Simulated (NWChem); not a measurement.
# C4H6 (methylenecyclopropane): levels of theory compared

We compute a comparison of 6 runs (HF/STO-3G, HF/3-21G, B3LYP/6-31G*, B3LYP/def2-SVP, M06-2X/def2-SVP, r2SCAN/def2-SVP) of C4H6 (methylenecyclopropane). 

The calculation is run with NWChem 7.3.0.

3 further runs of the same task are left out: 3 set aside as unsound or not needed. Runs told in other sessions of the task aren't counted.

### 1 The structure to begin with

C4H6: 10 atoms, total charge 0, spin state singlet. SMILES: `C=C1CC1`. The coordinates come from a PBE0-D4/def2-TZVP relaxation.

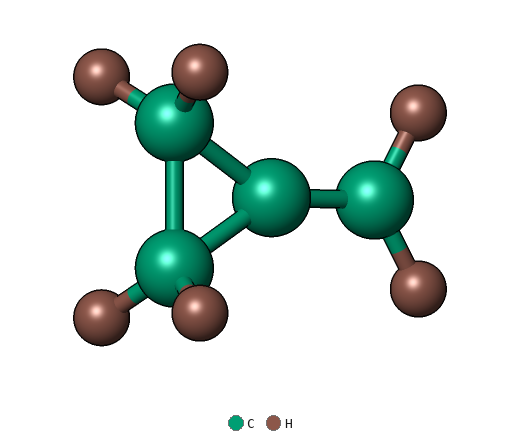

Viewed from a chosen angle; carbon teal, hydrogen brown.

### 2 Energy and gradient at HF/STO-3G (run 1)

Contents of test.nw:

```
start test
title "C4H6"
memory stack 880 mb heap 220 mb global 1100 mb

geometry units angstroms noautosym nocenter noautoz
C    -1.246550    0.749310   -0.827290
C    -0.267200    0.160900   -0.177320
C     0.559730   -1.024530    0.014480
C     0.756050    0.233700    0.858730
H    -1.784520    0.237140   -1.617880
H    -1.546990    1.765000   -0.593050
H     0.122140   -1.892780    0.496620
H     1.316520   -1.257730   -0.727620
H     1.642590    0.831980    0.674530
H     0.448240    0.197000    1.898790
end

basis spherical bse
* library STO-3G
end

scf
thresh 1e-08
maxiter 80
noprint "final vectors analysis"
end

task scf gradient
```

Run with:

```bash
$ nwchem test.nw > test.out
```

What it wrote:

```text
[...]
  functions       =    26
[...]
  wavefunction    = RHF
[...]
         Total SCF energy =   -153.010142110991
      One-electron energy =   -423.752547725561
      Two-electron energy =    160.901069632217
 Nuclear repulsion energy =    109.841335982354
        Time for solution =      1.6s
[...]
                         RHF ENERGY GRADIENTS
    atom               coordinates                        gradient
                 x          y          z           x          y          z
   1 C      -2.355638   1.415991  -1.563351   -0.020063   0.012048  -0.013332
   2 C      -0.504935   0.304057  -0.335086    0.037970  -0.022769   0.025214
   3 C       1.057736  -1.936081   0.027363   -0.009227   0.006522  -0.005597
   4 C       1.428727   0.441629   1.622764   -0.009509   0.004699  -0.006835
   5 H      -3.372254   0.448130  -3.057350    0.000066  -0.002980  -0.001488
   6 H      -2.923387   3.335366  -1.120702    0.000885   0.002396   0.002127
   7 H       0.230811  -3.576836   0.938476   -0.001876  -0.000908   0.001919
   8 H       2.487862  -2.376765  -1.375002    0.001833   0.001060  -0.001894
   9 H       3.104045   1.572214   1.274677    0.001818   0.000949  -0.001959
  10 H       0.847051   0.372276   3.588193   -0.001896  -0.001015   0.001844
[...]
```

Wall time 2.4 s (1 thread of Intel Xeon Platinum 8175M at 2.50GHz (Skylake/Cascade Lake), shared host); peak memory 0.1 GiB.

### 3 Energy and gradient at HF/3-21G (run 2)

Contents of c4h6.nw:

```
start c4h6
title "C4H6 hf"
memory 2200 mb

geometry units angstroms noautosym nocenter noautoz
   C    -1.246550    0.749310   -0.827290
   C    -0.267200    0.160900   -0.177320
   C     0.559730   -1.024530    0.014480
   C     0.756050    0.233700    0.858730
   H    -1.784520    0.237140   -1.617880
   H    -1.546990    1.765000   -0.593050
   H     0.122140   -1.892780    0.496620
   H     1.316520   -1.257730   -0.727620
   H     1.642590    0.831980    0.674530
   H     0.448240    0.197000    1.898790
end

basis "ao basis" spherical bse
   * library 3-21G
end

scf
   singlet
   rhf
   thresh 1e-08
   maxiter 80
   print low
end

task scf gradient
```

Run with:

```bash
$ nwchem c4h6.nw > c4h6.out
```

What it wrote:

```text
[...]
  functions       =    48
[...]
  wavefunction    = RHF
[...]
         Total SCF energy =   -154.017590991174
      One-electron energy =   -423.641137333546
      Two-electron energy =    159.782210360019
 Nuclear repulsion energy =    109.841335982354
        Time for solution =      1.7s
[...]
                         RHF ENERGY GRADIENTS
    atom               coordinates                        gradient
                 x          y          z           x          y          z
   1 C      -2.355638   1.415991  -1.563351   -0.008493   0.005097  -0.005651
   2 C      -0.504935   0.304057  -0.335086    0.024212  -0.014506   0.016080
   3 C       1.057736  -1.936081   0.027363   -0.006610   0.021083   0.004506
   4 C       1.428727   0.441629   1.622764   -0.011491  -0.010238  -0.016518
   5 H      -3.372254   0.448130  -3.057350   -0.003787  -0.004328  -0.005945
   6 H      -2.923387   3.335366  -1.120702   -0.001926   0.007748   0.002161
   7 H       0.230811  -3.576836   0.938476   -0.002865  -0.006993   0.003473
   8 H       2.487862  -2.376765  -1.375002    0.005830  -0.002373  -0.005448
   9 H       3.104045   1.572214   1.274677    0.006915   0.004563  -0.000787
  10 H       0.847051   0.372276   3.588193   -0.001785  -0.000054   0.008128
[...]
```

Wall time 2.6 s (1 thread of Intel Xeon Platinum 8175M at 2.50GHz (Skylake/Cascade Lake), shared host); peak memory 0.099 GiB.

Runs 3 to 5 aren't shown in full; the table further down has their settings and results.

### 4 Energy and forces at r2SCAN/def2-SVP (run 6)

Contents of mymol.nw:

```
echo
start mymol
title "C4H6"
memory 2200 mb

geometry noautosym nocenter noautoz
  C    -1.246550    0.749310   -0.827290
  C    -0.267200    0.160900   -0.177320
  C     0.559730   -1.024530    0.014480
  C     0.756050    0.233700    0.858730
  H    -1.784520    0.237140   -1.617880
  H    -1.546990    1.765000   -0.593050
  H     0.122140   -1.892780    0.496620
  H     1.316520   -1.257730   -0.727620
  H     1.642590    0.831980    0.674530
  H     0.448240    0.197000    1.898790
end

basis spherical bse
  * library def2-SVP
end

dft
  xc r2scan
  grid xfine
  convergence energy 1e-08
  maxiter 100
  mulliken
end

task dft gradient
```

Run with:

```bash
$ nwchem mymol.nw > mymol.out
```

What it wrote:

```text
[...]
          Wavefunction type:  closed shell.
          No. of atoms     :    10
          No. of electrons :    30
[...]
          Charge           :     0
          Spin multiplicity:     1
[...]
          AO basis - number of functions:    86
[...]
              XC Information
              --------------
                      r^2SCAN Method XC Functional
               r^2SCAN metaGGA Exchange Functional  1.000
                     r^2SCAN Correlation Potential  1.000
[...]
 d= 0,ls=0.0,diis     1   -155.7184290579 -2.66D+02  6.90D-03  2.23D-01     7.8
[...]
 d= 0,ls=0.0,diis    10   -155.7464349705 -2.87D-10  2.71D-07  6.87D-10    71.1
         Total DFT energy =     -155.746434970520
      One electron energy =     -425.229812136726
           Coulomb energy =      183.433230199622
    Exchange-Corr. energy =      -23.791189015769
 Nuclear repulsion energy =      109.841335982354
[...]
      Total Density - Mulliken Population Analysis
     ---------------------------------------------
    Atom       Charge   Shell Charges
 -----------   ------   -------------------------------------------------------
    1 C    6     6.10   1.99  0.90  0.29  2.07  0.83  0.03
    2 C    6     6.10   1.99  0.92  0.31  2.08  0.75  0.05
    3 C    6     6.07   1.99  0.91  0.18  2.12  0.84  0.04
    4 C    6     6.07   1.99  0.91  0.18  2.12  0.84  0.04
    5 H    1     0.96   0.75  0.19  0.03
    6 H    1     0.96   0.75  0.19  0.03
    7 H    1     0.93   0.74  0.17  0.03
    8 H    1     0.93   0.74  0.17  0.03
    9 H    1     0.93   0.74  0.17  0.03
   10 H    1     0.93   0.74  0.17  0.03
[...]
  wavefunction    = closed shell
                         DFT ENERGY GRADIENTS
    atom               coordinates                        gradient
                 x          y          z           x          y          z
   1 C      -2.355638   1.415991  -1.563351    0.006495  -0.003909   0.004300
   2 C      -0.504935   0.304057  -0.335086   -0.006423   0.003893  -0.004253
   3 C       1.057736  -1.936081   0.027363    0.000155  -0.002324  -0.001038
   4 C       1.428727   0.441629   1.622764    0.000794   0.001723   0.001671
   5 H      -3.372254   0.448130  -3.057350    0.003665   0.003398   0.005334
   6 H      -2.923387   3.335366  -1.120702    0.002060  -0.006846  -0.001530
   7 H       0.230811  -3.576836   0.938476    0.003064   0.006579  -0.003237
   8 H       2.487862  -2.376765  -1.375002   -0.005404   0.002074   0.005434
   9 H       3.104045   1.572214   1.274677   -0.006434  -0.004547   0.000998
  10 H       0.847051   0.372276   3.588193    0.002028  -0.000041  -0.007679
[...]
```

It took 90 s on 1 thread of Intel Xeon Platinum 8175M at 2.50GHz (Skylake/Cascade Lake), shared host; peak memory 0.15 GiB.

### 5 The series

```csv
run,level,iteration cap,module,energy (Eh),dipole moment (D),largest force (eV/Å),wall time
1,HF/STO-3G,80,scf,-153.010142,0.20,2.620,2.4 s
2,HF/3-21G,80,scf,-154.017591,–,1.670,2.6 s
3,B3LYP/6-31G* (spherical functions),100,dft,-155.959208,0.41,0.368,43 s
4,B3LYP/def2-SVP,100,dft,-155.851389,0.39,0.396,51 s
5,M06-2X/def2-SVP,100,dft,-155.767650,0.35,0.291,80 s
6,r2SCAN/def2-SVP,100,dft,-155.746435,0.43,0.448,90 s
```

### 6 Results

```
                       quantity          value
            run 6: total energy  -155.74643 Eh
           run 6: dipole moment         0.43 D
             run 6: HOMO energy       -6.43 eV
             run 6: LUMO energy       -0.46 eV
           run 6: HOMO–LUMO gap        5.97 eV
run 6: largest force on an atom     0.448 eV/Å
```

**Reading.** Over runs 1, 3, 4, 5, 6 the dipole moment (its size) runs from 0.20 D (HF/STO-3G) to 0.43 D (r2SCAN/def2-SVP). The two ends differ in method and basis. Over runs 3, 4, 5, 6 the HOMO–LUMO gap runs from 5.97 eV (r2SCAN/def2-SVP) to 9.84 eV (M06-2X/def2-SVP). Totals of different functionals can't be ranked against each other. In run 1 the basis is minimal, so the values are rough. All runs together took 4.5 min, the longest 90 s.
